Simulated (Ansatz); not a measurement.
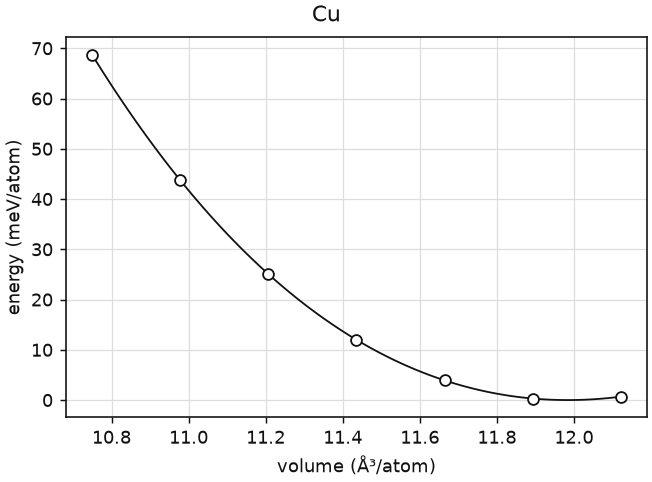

The plot gives the computed energy against volume for Cu, space group P6_3/mmc (No. 194).

Starting cell:
```xyz
2
Lattice="2.5341 0.0000 0.0000 -1.2670 2.1946 0.0000 0.0000 0.0000 4.1126" Properties=species:S:1:pos:R:3 pbc="T T T"
Cu    1.2670    0.7315    3.0844
Cu    0.0000    1.4631    1.0281
```

Calculation (Ansatz 0.2.0): plane-wave DFT, no spin polarisation; energies at scaled volumes of the given cell, shape and fractions fixed, counted from the fit's minimum, third-order Birch-Murnaghan fit. Level: PBE.

k mesh 12×12×7; occupations Fermi–Dirac; smearing width 0.05 eV; potentials Ansatz PAW; wave cutoff 420 eV; density cutoff 1680 eV.

From this curve and the settings, what does the calculation give for the pressure at the same points?

The pressure falls from 19.86 GPa at volume 10.75 Å³/atom to −1.54 GPa at 12.12 Å³/atom, and changes sign near 11.99 Å³/atom.

```json
{"volume (Å³/atom)": "10.75", "pressure (GPa)": "19.86"}
{"volume (Å³/atom)": "10.98", "pressure (GPa)": "15.20"}
{"volume (Å³/atom)": "11.21", "pressure (GPa)": "11.05"}
{"volume (Å³/atom)": "11.44", "pressure (GPa)": "7.34"}
{"volume (Å³/atom)": "11.66", "pressure (GPa)": "4.03"}
{"volume (Å³/atom)": "11.89", "pressure (GPa)": "1.08"}
{"volume (Å³/atom)": "12.12", "pressure (GPa)": "-1.54"}
```

Limits of the calculation: shape and atomic fractions are frozen while scaling, which makes layered, chain and framework solids too stiff.
